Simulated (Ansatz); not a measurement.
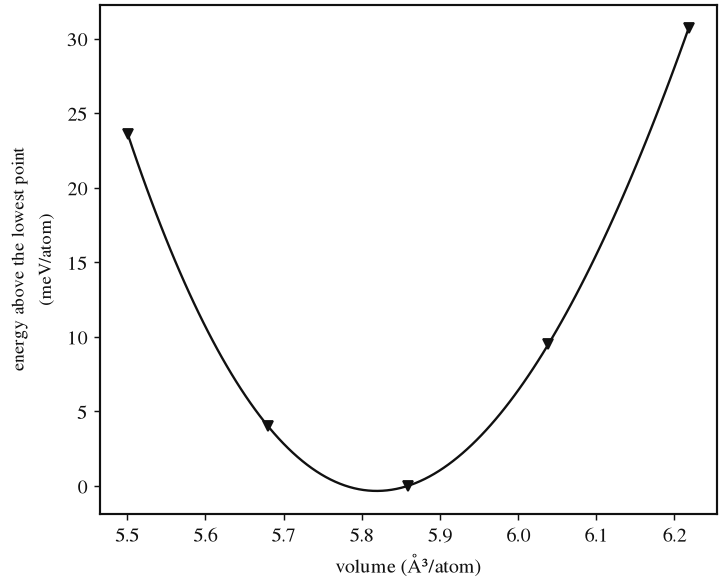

Plotted: energy above the lowest point against volume for BN, space group F-43m (No. 216) (one of a set of cubic test structures, which need not be the stable phase).

Computed with Ansatz 0.2.0 development build: equation of state of a cubic crystal from periodic Kohn-Sham density functional theory without spin, third-order Birch-Murnaghan fit to the free energies; pressure corrected for the finite basis. Level: HSE06.

- structure type: zinc blende
- atoms in cell: 2
- space group number: 216
- lattice centring: face-centred primitive
- k mesh: 4×4×4
- occupation method: Fermi–Dirac
- occupation width: 0.05 eV
- wave cutoff: 420 eV
- datasets: soft-1 PAW
- density tolerance: 0 eV
- bands: 8
- density cutoff ratio: 4
- search for lower states: default
- exchange singularity: regularized

> How stiff is the solid, and where is its volume at rest?

A third-order Birch–Murnaghan fit gives V0 = 5.82 Å³/atom, B0 = 403 GPa and B′ = 3.7.

Keep in mind: coarse k-mesh, values are not converged in k.
